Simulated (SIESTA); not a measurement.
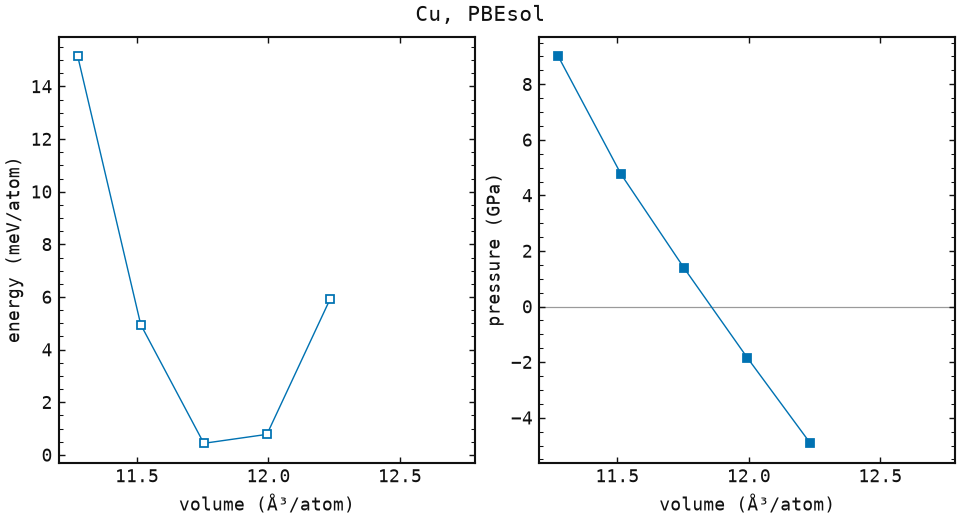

Plotted: energy and pressure against volume for Cu, space group Cmcm (No. 63).

Starting cell:
```cif
data_structure
_symmetry_space_group_name_H-M 'P 1'
_symmetry_Int_Tables_number 1
_cell_length_a 4.1589
_cell_length_b 4.1589
_cell_length_c 2.4755
_cell_angle_alpha 90.000
_cell_angle_beta 90.000
_cell_angle_gamma 145.927
_cell_volume 23.99
loop_
_atom_site_label
_atom_site_type_symbol
_atom_site_fract_x
_atom_site_fract_y
_atom_site_fract_z
_atom_site_occupancy
Cu1 Cu 0.86613 0.13387 0.75000 1
Cu2 Cu 0.13387 0.86613 0.25000 1
```

Calculation (SIESTA 5.4.2): DFT in numerical atomic orbitals with pseudopotentials, no spin polarisation; energies at scaled volumes of the given cell, shape and fractions fixed, counted from the fit's minimum, third-order Birch-Murnaghan fit. Level: PBEsol.

k mesh 11×11×11; occupations Fermi–Dirac; smearing width 0.05 eV; potentials PseudoDojo 0.4 standard, converted to PSML, two zetas on semicore shells; program settings basis DZP, mesh cutoff 800 Ry.

The points at volume 12.47 Å³/atom and 12.71 Å³/atom are left out of the plot. What values does the calculation give there?

| volume (Å³/atom) | energy (meV/atom) | pressure (GPa) |
| --- | --- | --- |
| 12.47 | 15.17 | −7.33 |
| 12.71 | 27.79 | −9.47 |

Keep in mind: mulliken charges of long orbitals; short basis over semicore shells; shape and atomic fractions are frozen while scaling, which makes layered, chain and framework solids too stiff.
